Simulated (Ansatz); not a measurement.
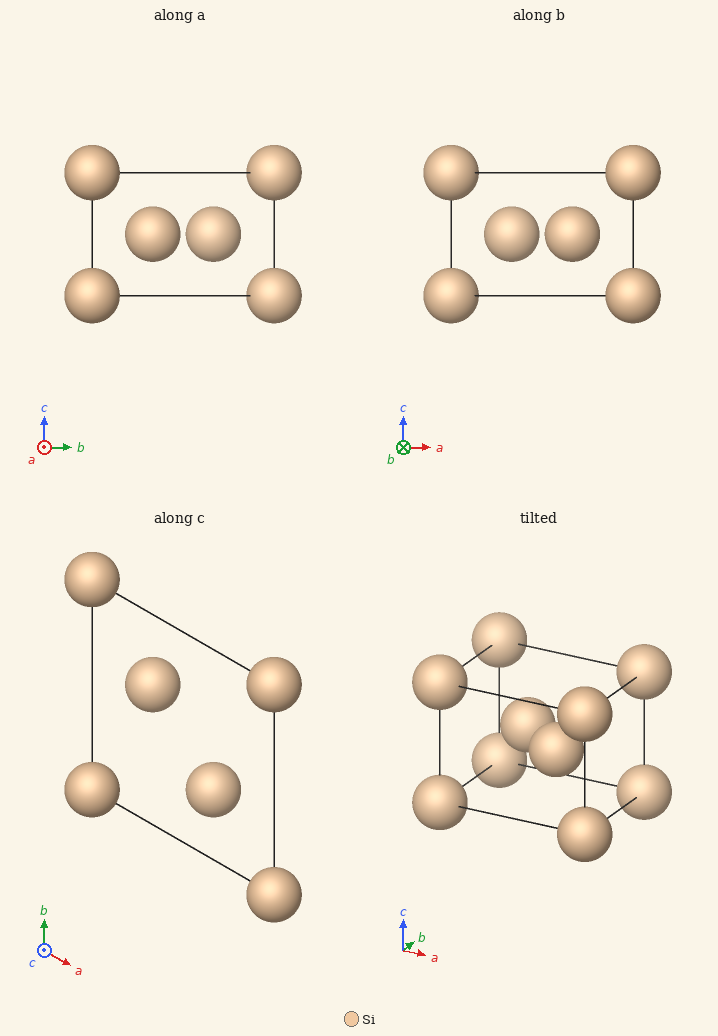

An orthographic spheres-only view of the structure, along the a axis, along the b axis, along the c axis and slightly off an axis. One conventional unit cell is framed, with atoms on its boundary repeated.

Lattice parameters: a = 4.3984 Å, b = 4.3984 Å, c = 2.5736 Å, α = 90.000°, β = 90.000°, γ = 120.000°.

Write down what is shown as a CIF with its space group and independent sites.

Answer.
```cif
data_structure
_symmetry_space_group_name_H-M 'P 6/m m m'
_symmetry_Int_Tables_number 191
_cell_length_a 4.3984
_cell_length_b 4.3984
_cell_length_c 2.5736
_cell_angle_alpha 90.000
_cell_angle_beta 90.000
_cell_angle_gamma 120.000
_cell_volume 43.12
loop_
_atom_site_label
_atom_site_type_symbol
_atom_site_symmetry_multiplicity
_atom_site_Wyckoff_symbol
_atom_site_fract_x
_atom_site_fract_y
_atom_site_fract_z
_atom_site_occupancy
Si1 Si 1 a 0.0000 0.0000 0.0000 1
Si2 Si 2 d 0.3333 0.6667 0.5000 1
```

The cell started as a textbook structure type filled with this element (whether it is the usual form wasn't checked). Relaxation method: Ansatz, DFT PBEsol, scalar-relativistic, plane waves, PAW.
